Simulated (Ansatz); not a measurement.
# Searching the electronic states of Ni, part 1 of 2

Wanted: the lowest electronic state of Ni in this cell. One SCF may end in a higher state, so several starts are tried. System: Ni, the measured crystal structure (space group Fm-3m, primitive cell doubled); the cell holds 2 atoms. Source: COD entry 2102302, which need not be the ambient phase.

Method: DFT PBE, PAW, plane waves, scalar-relativistic, in Ansatz 0.2.0.

## (1) The system as given

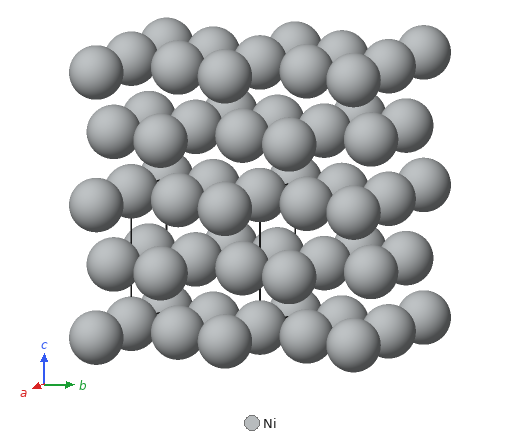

Start, viewed slightly off an axis; nickel light grey. 2×2×2 cells are drawn. Atoms on the faces are drawn again on the opposite ones. The cell drawn here is the conventional one.

As a file:

```cif
data_structure
_symmetry_space_group_name_H-M 'P 1'
_symmetry_Int_Tables_number 1
_cell_length_a 2.5000
_cell_length_b 4.3301
_cell_length_c 2.5000
_cell_angle_alpha 90.000
_cell_angle_beta 90.000
_cell_angle_gamma 54.736
_cell_volume 22.10
loop_
_atom_site_label
_atom_site_type_symbol
_atom_site_fract_x
_atom_site_fract_y
_atom_site_fract_z
_atom_site_occupancy
Ni1 Ni 0.00000 0.00000 0.00000 1
Ni2 Ni 0.00000 0.50000 0.50000 1
```

In tables a label like Ni2 counts atoms in the order of input.yaml; a structure file may count by element.

First come: parallel moments, plain SCF; opposed moments +-, plain SCF; no spin polarisation; spin on, no moments given (the program may seed its own), plain SCF. Further starts follow from what these give.

A plain SCF has the search for lower states switched off and ends at the first converged state. 

Moments by site are taken inside atomic spheres; the rest lies between them.

## (2) Parallel moments, plain SCF

Input file input.yaml:

```yaml
crystal:
  lattice:
    - [0.0, -1.76775, -1.76775]
    - [-3.5355, -1.76775, -1.76775]
    - [0.0, 1.76775, -1.76775]
  atoms:
    - { symbol: Ni, position: [0.0, 0.0, 0.0], spin: 2.0 }
    - { symbol: Ni, position: [0.0, 0.5, 0.5], spin: 2.0 }
magnetization:
  spin_polarized: true
hamiltonian:
  xc: pbe
  pseudopotentials: { kind: paw }
basis:
  ecutwfc: 420
kpoints:
  mp_grid: { grid: [15, 9, 12] }
scf:
  occupations: { method: fermi_dirac, width: 0.05 }
  lower_state_search: "off"
output:
  forces: true
  stress: true
  write_density: true
  write_potential: true
  elf: true
  volumetric_format: npy
```

The run is started by

```
ansatz run input.yaml --threads 2 --pin off --max-ram 5120MiB --backend cpu --events-out ev --progress --plain --runs-dir out
```

Output (excerpt; [...] marks lines left out):

```text
Warning: crystal.symmetry: narrowed to the stabiliser of the k-point mesh — unitary ops 32 → 8; excluded 24 operations that carry a point of the 15×9×12 mesh (shift [0, 0, 0]) off the mesh (the run samples exactly the mesh kpoints.mp_grid names, as under crystal.symmetry.detect: false, [...]
Pseudopotentials: kind: paw
Pseudopotential: Ni, paw, valence charge 18, recommended cutoff 420 eV (normal), Ni.paw.azcp
Functional definition: PBE
[...]
Crystal: 2 atoms, lattice volume = 22.096 Å³
Basis set: ecut = 420 eV, 403 PW (Γ), exchange–correlation on 36×60×36 points (8 copies of the dense FFT grid, shifted against one another)
Bands: 24, of which v1, the nominal top of the filled ones, is band 18 counted from 1 (17 counted from 0)
Symmetry: 8 space group operations
k-points: 476 of 1620
[...]
Starting moments: Σ|m| = 4 μB on 2 of 2 sites
[...]
SCF iter   1: F=—  HF=-11678.904828 eV  |F-HF|=—  |Δ(HF+E_count)|=         —  Δρ=1.27e-1 (↑1.14e-1 ↓1.27e-1)  dr2=2.49e-2  dr2_m=2.93e0  M=1.872 μB ∫|m|=2.089 μB  β_m=0.30  ethr=6.93e-5  ⟨swp⟩=1.0  Hψ=114836  notcnv=0
[...]
spin-set hold released at iteration 1 (the charge has settled, or the pull on large starting moments outlasts its swing): the magnetisation degrees of freedom join the quasi-Newton model from the next iteration; the mixer history was flushed
[...]
SCF iter  10: F=-11679.453416 eV  HF=-11679.453416 eV  |F-HF|=3.57e-9  |Δ(HF+E_count)|=   1.60e-8  Δρ=6.25e-6 (↑2.05e-6 ↓6.25e-6)  dr2=4.71e-9  dr2_m=1.17e-9  M=1.307 μB ∫|m|=1.494 μB  ethr=2.17e-11  ⟨swp⟩=5.1  Hψ=120129  notcnv=0
[...]
SCF converged after 10 iterations
Magnetization: 1.3066 μB (18.6533 up, 17.3467 down)
Absolute magnetization: 1.4956 μB (∫|ρ↑−ρ↓|, with the PAW one-centre terms)
Spin contamination: 0.0150 ħ² per cell (⟨S²⟩ above its minimum at these occupations)
Per-site moments (μB) at R_I (Å): [(0.6932060207871507, 1.0312401102650786), (0.6932060207871504, 1.0312401102650786)]
Free energy (F): -11679.453416 eV
[...]
E sigma→0 (E₀):  -11679.439298 eV
Entropy (-TS):   -0.028236 eV (-14.118 meV/atom)
Fermi energy:    17.841536 eV
[...]
--- Forces (eV/Å), atoms counted from 1 ---
  atom   1  Ni    -0.00000000    -0.00000000     0.00000000
  atom   2  Ni    -0.00000000    -0.00000000     0.00000000
[...]
--- Stress (GPa, compression-positive) ---
       -2.797736       0.010879       0.010879
        0.010876      -2.557861      -0.126815
        0.010876      -0.126815      -2.557861
  P = ⅓ Tr σ = -2.6378 GPa (-26.378 kbar)
--- Band table (eV; the first three rows and the last of 952) ---
  k-point 0 ↑: bands = ["-85.8292", "-85.7877", "-46.2873", "-46.1706", "-46.1703", "-46.0934", "-46.0929", "-46.0919", "8.8167", "13.2144", "13.6586", "15.3960", "15.3975", "15.3985", "16.5648", "16.5656", "17.2652", "17.3313", "17.3325", "20.1738", "26.8380", "32.4255", "32.4260", "37.1538"]
[...]
```

Wall time 34 s (2 threads of Arm Neoverse V1, shared host); peak memory 0.62 GiB.

Result: ferromagnetic, site moments Ni1 0.69, Ni2 0.69 μB, total 1.31 μB per cell, no gap on the k-mesh.

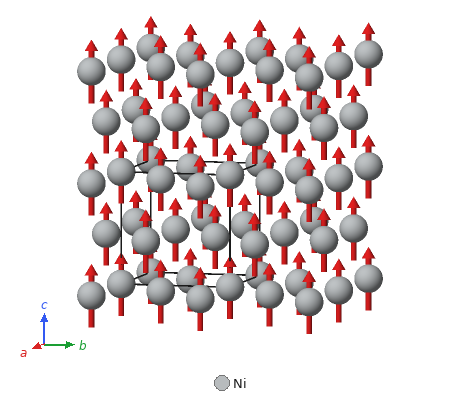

Arrows show the site moments: red and blue are opposite signs, and length grows with size. The axis is drawn upright for the eye.

Axes a, b and c in the maps are those of this run's conventional cell (a, b, c = 3.535, 3.535, 3.535 Å).

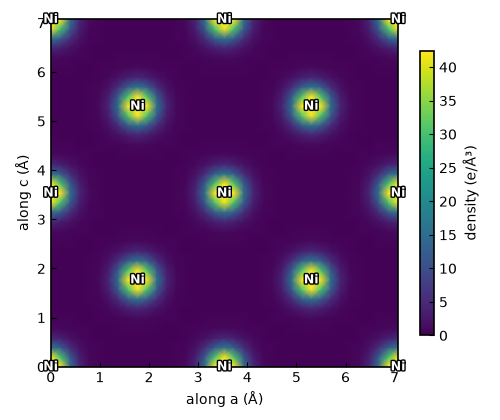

Density in a lattice plane of the grid's cell (edges 3.54 and 3.54 Å, at 0.000 of the third edge), which holds Ni. Only atoms in the plane are labelled; the density scale stops at 42.46 e/Å³. It is the smooth density of the valence electrons, not physical close to the nuclei.

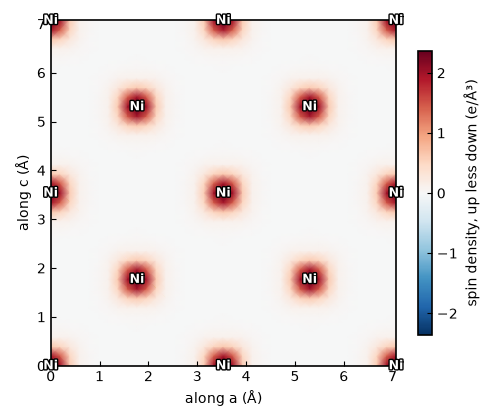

Spin density in a lattice plane of the grid's cell (edges 3.54 and 3.54 Å, at 0.000 of the third edge), which holds Ni.

## (3) Opposed moments +-, plain SCF

Edit input.yaml of step 2 so:

```diff
@@ -7,3 +7,3 @@
     - { symbol: Ni, position: [0.0, 0.0, 0.0], spin: 2.0 }
-    - { symbol: Ni, position: [0.0, 0.5, 0.5], spin: 2.0 }
+    - { symbol: Ni, position: [0.0, 0.5, 0.5], spin: -2.0 }
 magnetization:
```

The run is started by

```
ansatz run input.yaml --threads 2 --pin off --max-ram 5120MiB --backend cpu --events-out ev --progress --plain --runs-dir out
```

Output:

```text
Warning: crystal.symmetry: narrowed to the stabiliser of the k-point mesh — unitary ops 16 → 4; excluded 12 operations that carry a point of the 15×9×12 mesh (shift [0, 0, 0]) off the mesh (the run samples exactly the mesh kpoints.mp_grid names, as under crystal.symmetry.detect: false, and its converged state has the mesh's symmetry, not the crystal's; ε∞, the Born charges and the force constants of a linear response (`dielectric:` by the response, `phonons.method: dfpt`) are averaged over those of the crystal's operations that the state keeps within a tolerance, where `mesh_tensors`, `unaveraged_element` or `gamma_mean_max_change_ev_ang2` stands beside them; a row that `dielectric.field_direction` solves alone is averaged likewise, with nothing beside; a Γ-centred mesh of equal divisions is mapped onto itself by every operation and keeps the whole group, as does a half-shifted one under kpoints.further_shifts: images)
[... 11 lines as in an earlier run ...]
Symmetry: 4 space group operations
[... 5 lines as in an earlier run ...]
Starting moments: Σ|m| = 4 μB on 2 of 2 sites
[... 2 lines as in an earlier run ...]
spin-down is spin-up translated by (0, 0.5, 0.5): one eigenproblem is solved per k-point and the antiferromagnetic symmetry of the starting moments is kept exactly by this SCF (crystal.symmetry.spin_inversion_symmetry: false solves both channels; [...]
iter 1 solved again at ethr=1.99e-4 eV; its pass at ethr=3.10e-3 eV (dr2=7.18e-2 eV) is discarded
SCF iter   1: F=—  HF=-11678.500918 eV  |F-HF|=—  |Δ(HF+E_count)|=         —  Δρ=1.48e-1 (↑1.48e-1 ↓1.48e-1)  dr2=7.16e-2  dr2_m=4.36e0  M=0.000 μB ∫|m|=1.756 μB  β_m=0.30  ethr=1.99e-4  ⟨swp⟩=1.2  Hψ=58178  notcnv=0
Mixer restart at iter 1: flushing history
preconditioner: auto → none  [metal: Δε(μ)=0.000 eV  Ē_g=11.487 eV  σ=0.050 eV  W_gap=0.00  n_scr=6 (ndim 8)  ℏωp=35.3 eV  f_vac=0.000  D(μ)=6.04/eV (n_scr^D=122)  sad-step TF]
[... 1 line as in an earlier run ...]
SCF iter   2: F=—  HF=-11678.783949 eV  |F-HF|=—  |Δ(HF+E_count)|=   2.83e-1  Δρ=1.20e-1 (↑1.20e-1 ↓1.20e-1)  dr2=3.27e-2  dr2_m=2.88e0  M=0.000 μB ∫|m|=1.550 μB  β_m=0.51  ethr=1.99e-4  ⟨swp⟩=2.4  Hψ=17654  notcnv=0
SCF iter   3: F=—  HF=-11679.322175 eV  |F-HF|=—  |Δ(HF+E_count)|=   5.38e-1  Δρ=3.70e-2 (↑3.70e-2 ↓3.70e-2)  dr2=1.09e-1  dr2_m=2.31e-1  M=0.000 μB ∫|m|=0.782 μB  β_m=0.56  ethr=9.10e-5  ⟨swp⟩=3.0  Hψ=25808  notcnv=0  defer=316
SCF iter   4: F=—  HF=-11679.375111 eV  |F-HF|=—  |Δ(HF+E_count)|=   5.29e-2  Δρ=2.10e-2 (↑2.10e-2 ↓2.10e-2)  dr2=1.81e-1  dr2_m=1.06e-2  M=0.000 μB ∫|m|=0.460 μB  β_m=0.42  ethr=9.10e-5  ⟨swp⟩=3.0  Hψ=25446  notcnv=0  defer=475
SCF iter   5: F=—  HF=-11679.344847 eV  |F-HF|=—  |Δ(HF+E_count)|=   3.03e-2  Δρ=5.71e-3 (↑5.71e-3 ↓5.71e-3)  dr2=6.42e-3  dr2_m=3.29e-3  M=0.000 μB ∫|m|=0.407 μB  β_m=0.71  ethr=9.10e-5  ⟨swp⟩=2.3  Hψ=21635  notcnv=0  defer=479
SCF iter   6: F=—  HF=-11679.348891 eV  |F-HF|=—  |Δ(HF+E_count)|=   4.04e-3  Δρ=2.11e-3 (↑2.11e-3 ↓2.11e-3)  dr2=1.17e-3  dr2_m=2.83e-4  M=0.000 μB ∫|m|=0.296 μB  β_m=0.76  ethr=1.78e-5  ⟨swp⟩=2.0  Hψ=18592  notcnv=0  defer=478
SCF iter   7: F=—  HF=-11679.349023 eV  |F-HF|=—  |Δ(HF+E_count)|=   1.32e-4  Δρ=6.85e-4 (↑6.85e-4 ↓6.85e-4)  dr2=3.54e-5  dr2_m=4.76e-5  M=0.000 μB ∫|m|=0.293 μB  β_m=0.82  ethr=3.25e-6  ⟨swp⟩=2.5  Hψ=17010  notcnv=0  defer=478
SCF iter   8: F=—  HF=-11679.349069 eV  |F-HF|=—  |Δ(HF+E_count)|=   4.54e-5  Δρ=5.81e-4 (↑5.81e-4 ↓5.81e-4)  dr2=1.70e-5  dr2_m=4.61e-5  M=0.000 μB ∫|m|=0.291 μB  β_m=0.83  ethr=9.83e-8  ⟨swp⟩=2.2  Hψ=18917  notcnv=0  defer=478
SCF iter   9: F=—  HF=-11679.349110 eV  |F-HF|=—  |Δ(HF+E_count)|=   4.11e-5  Δρ=4.28e-4 (↑4.28e-4 ↓4.28e-4)  dr2=2.28e-6  dr2_m=3.38e-5  M=0.000 μB ∫|m|=0.281 μB  β_m=0.89  ethr=4.74e-8  ⟨swp⟩=2.0  Hψ=18014  notcnv=0  defer=478
SCF iter  10: F=—  HF=-11679.349137 eV  |F-HF|=—  |Δ(HF+E_count)|=   2.73e-5  Δρ=3.41e-4 (↑3.41e-4 ↓3.41e-4)  dr2=3.76e-6  dr2_m=2.04e-5  M=0.000 μB ∫|m|=0.271 μB  β_m=0.80  ethr=6.34e-9  ⟨swp⟩=2.0  Hψ=19751  notcnv=0  defer=478
SCF iter  11: F=—  HF=-11679.349164 eV  |F-HF|=—  |Δ(HF+E_count)|=   2.72e-5  Δρ=1.35e-4 (↑1.35e-4 ↓1.35e-4)  dr2=4.48e-8  dr2_m=3.65e-6  M=0.000 μB ∫|m|=0.252 μB  β_m=0.90  ethr=6.34e-9  ⟨swp⟩=2.1  Hψ=19871  notcnv=0  defer=478
SCF iter  12: F=—  HF=-11679.349174 eV  |F-HF|=—  |Δ(HF+E_count)|=   9.54e-6  Δρ=2.64e-5 (↑2.64e-5 ↓2.64e-5)  dr2=1.50e-7  dr2_m=5.73e-8  M=0.000 μB ∫|m|=0.234 μB  β_m=0.95  ethr=1.24e-10  ⟨swp⟩=12.9  Hψ=102260  notcnv=0
iter 13 did not close the SCF: its close was put off for a magnetic moment that had not settled (scf_convergence_deferred on its scf_iter line)
SCF iter  13: F=-11679.349174 eV  HF=-11679.349174 eV  |F-HF|=6.57e-8  |Δ(HF+E_count)|=   1.03e-7  Δρ=1.69e-5 (↑1.69e-5 ↓1.69e-5)  dr2=6.17e-8  dr2_m=1.50e-9  M=0.000 μB ∫|m|=0.232 μB  β_m=0.74  ethr=1.24e-10  ⟨swp⟩=6.0  Hψ=71018  notcnv=0
iter 14 did not close the SCF: its close was put off for a magnetic moment that had not settled (scf_convergence_deferred on its scf_iter line)
SCF iter  14: F=-11679.349174 eV  HF=-11679.349174 eV  |F-HF|=3.28e-9  |Δ(HF+E_count)|=   1.95e-8  Δρ=4.93e-6 (↑4.93e-6 ↓4.93e-6)  dr2=4.83e-9  dr2_m=1.73e-9  M=0.000 μB ∫|m|=0.232 μB  β_m=0.75  ethr=1.24e-10  ⟨swp⟩=5.9  Hψ=64172  notcnv=0
SCF iter  15: F=-11679.349174 eV  HF=-11679.349174 eV  |F-HF|=7.42e-9  |Δ(HF+E_count)|=   3.38e-9  Δρ=4.26e-6 (↑4.26e-6 ↓4.26e-6)  dr2=8.20e-9  dr2_m=1.56e-10  M=0.000 μB ∫|m|=0.232 μB  ethr=1.34e-11  ⟨swp⟩=5.2  Hψ=60352  notcnv=0
SCF 1 converged in 15 iterations: F = -11679.349174 eV  dr2 = 8.20e-9
SCF converged after 15 iterations
Magnetization: 0.0000 μB (18.0000 up, 18.0000 down)
Absolute magnetization: 0.2321 μB (∫|ρ↑−ρ↓|, with the PAW one-centre terms)
Spin contamination: 0.0570 ħ² per cell (⟨S²⟩ above its minimum at these occupations)
Per-site moments (μB) at R_I (Å): [(0.11449323052820731, 1.0312401102650786), (-0.11449323052820731, 1.0312401102650786)]
Free energy (F): -11679.349174 eV
Harris-Foulkes:  -11679.349174 eV  (|F-HF|=7.42e-9)
Internal energy: -11679.294083 eV  (E = F + TS)
E sigma→0 (E₀):  -11679.321629 eV
Entropy (-TS):   -0.055091 eV (-27.545 meV/atom)
Fermi energy:    17.645005 eV
--- Per-component energies (eV) ---
  E_band       = -578.685344
  E_kinetic    = 564.069847
  E_local      = -6926.842459  (includes V_loc(G=0)·N_el)
  E_nonlocal   = 1272.004218
  E_hartree    = 2891.029186
  E_xc         = -169.247633
  E_vxc        = -218.222035  (∫ρ·V_xc dr)
  E_paw        = -3260.073182  (= ΣΔE_a)
  E_vpaw       = -1051.744388  (= ΣTr[D̂ρ^β])
  E_aug_tail   = 0.000943  (compensation charges beyond the density's cutoff)
  E_ewald      = -6050.235003
  E_smearing   = -0.055091  (= −TS)
  E_closure    = -0.000000  (closes the sum)
  Σ components = -11679.349174   (vs F -11679.349174, Δ=0.00e0)
--- Forces (eV/Å), atoms counted from 1 ---
  atom   1  Ni     0.00000000    -0.00000000     0.00000000
  atom   2  Ni     0.00000000     0.00000000     0.00000000
  max |Σ_I F_I| component: 6.14e-30 eV/Å
--- Stress (GPa, compression-positive) ---
       -3.779146      -0.003246      -0.003246
       -0.003245      -3.789034      -0.006866
       -0.003245      -0.006866      -3.789034
  P = ⅓ Tr σ = -3.7857 GPa (-37.857 kbar)
--- Band table (eV; the first three rows and the last of 952) ---
  k-point 0 ↑: bands = ["-85.4128", "-85.2684", "-45.8465", "-45.7625", "-45.7596", "-45.6234", "-45.5913", "-45.5886", "8.7965", "13.4122", "13.9979", "15.8154", "15.8169", "15.8224", "16.9002", "16.9026", "17.6172", "17.8127", "17.8144", "20.1505", "26.9775", "32.4311", "32.4312", "37.2589"]
  k-point 1 ↑: bands = ["-85.4119", "-85.2679", "-45.8428", "-45.7664", "-45.7613", "-45.6258", "-45.5968", "-45.5914", "8.9757", "13.5067", "14.0561", "15.7633", "15.8532", "15.8705", "16.8608", "16.9071", "17.4043", "17.5390", "17.7835", "20.7408", "27.0190", "30.8060", "32.7051", "38.0473"]
  k-point 2 ↑: bands = ["-85.4094", "-85.2665", "-45.8322", "-45.7851", "-45.7580", "-45.6326", "-45.6190", "-45.5914", "9.5031", "13.7670", "14.2162", "15.6188", "15.9635", "15.9789", "16.6961", "16.7561", "16.9478", "17.3311", "17.6968", "21.9891", "27.0572", "28.1172", "33.4986", "38.6374"]
  k-point 475 ↓: bands = ["-85.3887", "-85.2505", "-45.8524", "-45.8512", "-45.7672", "-45.6982", "-45.6958", "-45.6650", "14.2369", "14.2705", "14.7797", "14.7821", "15.4746", "15.4783", "16.8222", "16.9501", "17.6716", "17.9230", "24.2458", "24.2463", "26.4460", "26.4474", "27.8502", "27.8513"]
```

Wall time 25 s (2 threads of Arm Neoverse V1, shared host); peak memory 0.58 GiB.

The state reached is antiferromagnetic (magnetic neighbours of Ni1 with a moment over 0.3 of its own that point the other way: 8 of 12 at 2.50 Å, 0 of 6 at 3.54 Å), site moments Ni1 0.11, Ni2 -0.11 μB, total 0.00 μB per cell, no gap on the k-mesh. It lies 52.1 meV/atom above the lowest state so far (step 2).

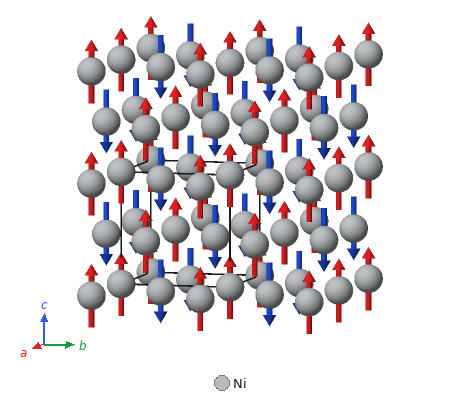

The moments of this state as arrows, longer for larger moments (red one way, blue the other). Without spin-orbit coupling their common direction is free.

The maps below are laid out on this run's own conventional cell (a, b, c = 3.535, 3.535, 3.535 Å).

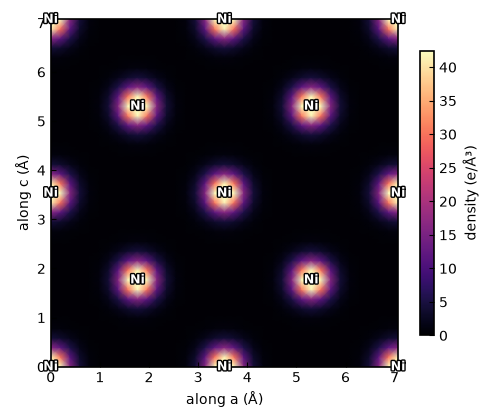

Density in a lattice plane of the grid's cell (edges 3.54 and 3.54 Å, at 0.000 of the third edge), which holds Ni. Only atoms in the plane are labelled; the density scale stops at 42.47 e/Å³. It is the smooth density of the valence electrons, not physical close to the nuclei.

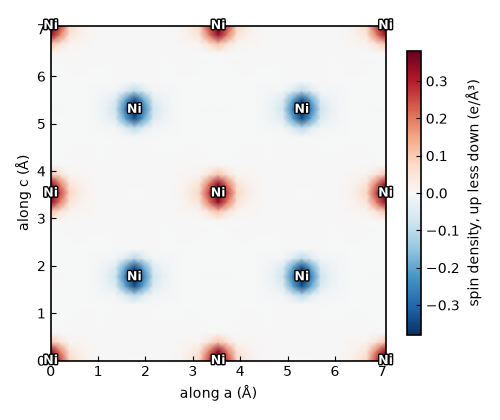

Spin density in a lattice plane of the grid's cell (edges 3.54 and 3.54 Å, at 0.000 of the third edge), which holds Ni.

## (4) No spin polarisation

Input file input.yaml:

```yaml
crystal:
  lattice:
    - [0.0, -1.76775, -1.76775]
    - [-3.5355, -1.76775, -1.76775]
    - [0.0, 1.76775, -1.76775]
  atoms:
    - { symbol: Ni, position: [0.0, 0.0, 0.0] }
    - { symbol: Ni, position: [0.0, 0.5, 0.5] }
hamiltonian:
  xc: pbe
  pseudopotentials: { kind: paw }
basis:
  ecutwfc: 420
kpoints:
  mp_grid: { grid: [15, 9, 12] }
scf:
  occupations: { method: fermi_dirac, width: 0.05 }
  lower_state_search: "off"
output:
  forces: true
  stress: true
```

The run is started by

```
ansatz run input.yaml --threads 2 --pin off --max-ram 5120MiB --backend cpu --events-out ev --progress --plain --runs-dir out
```

Output (excerpt; [...] marks lines left out):

```text
[... 11 lines as in an earlier run ...]
Bands: 22, of which v1, the nominal top of the filled ones, is band 18 counted from 1 (17 counted from 0)
[... 5 lines as in an earlier run ...]
[...]
[... 2 lines as in an earlier run ...]
SCF iter   1: F=—  HF=-11679.348704 eV  |F-HF|=—  |Δ(HF+E_count)|=         —  Δρ=2.98e-3  dr2=3.43e-4  ethr=1.77e-3  ⟨swp⟩=5.2  Hψ=38862  notcnv=0
[...]
SCF iter   6: F=-11679.348957 eV  HF=-11679.348957 eV  |F-HF|=1.18e-9  |Δ(HF+E_count)|=   2.31e-8  Δρ=6.19e-6  dr2=1.64e-9  ethr=3.32e-11  ⟨swp⟩=2.7  Hψ=37126  notcnv=0
[...]
SCF converged after 6 iterations
Free energy (F): -11679.348957 eV
[...]
E sigma→0 (E₀):  -11679.320034 eV
Entropy (-TS):   -0.057845 eV (-28.923 meV/atom)
Fermi energy:    17.641550 eV
[...]
--- Forces (eV/Å), atoms counted from 1 ---
  atom   1  Ni     0.00000000    -0.00000000    -0.00000000
  atom   2  Ni     0.00000000    -0.00000000    -0.00000000
[...]
--- Stress (GPa, compression-positive) ---
       -3.782268      -0.003358      -0.003358
       -0.003359      -3.913432      -0.017656
       -0.003359      -0.017656      -3.913432
  P = ⅓ Tr σ = -3.8697 GPa (-38.697 kbar)
```

It took 7.2 s on 2 threads of Arm Neoverse V1, shared host; peak memory 0.45 GiB.

End: non-magnetic (no spin polarisation), no gap on the k-mesh. It lies 52.2 meV/atom above the lowest state so far (step 2).

(Continued in part 2 of 2.)
